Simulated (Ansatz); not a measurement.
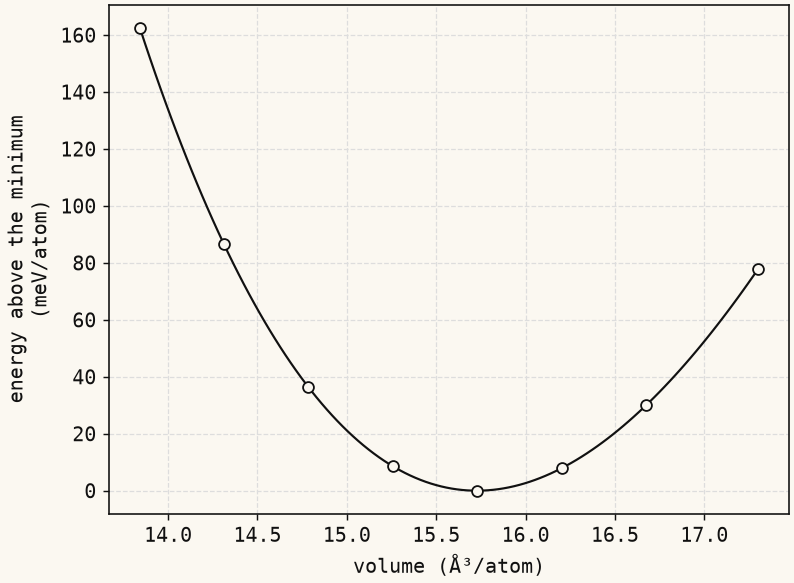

The figure shows the energy above the minimum against volume.

Computed with Ansatz 0.2.0: third-order Birch-Murnaghan fit to density functional energies at scaled volumes of the given relaxed cell, shape and atoms relaxed at each volume; energies count from the fitted minimum; plane waves with PAW datasets, Γ-centred k mesh. Level: PBEsol, no spin polarisation.

For which of these solids was it computed?
A. Ta, Im-3m (No. 229)
B. Zr₂N, P4_2/mnm (No. 136)
C. Pt, Fm-3m (No. 225)

B, Zr₂N: energy above the minimum from −0.1 meV/atom to 162.6 meV/atom, V0 15.73 Å³/atom, B0 186 GPa. The others give: Ta, energy above the minimum from 0.1 meV/atom to 45.4 meV/atom, V0 17.65 Å³/atom, B0 208 GPa; Pt, energy above the minimum from 0.0 meV/atom to 253.1 meV/atom, V0 15.03 Å³/atom, B0 287 GPa.
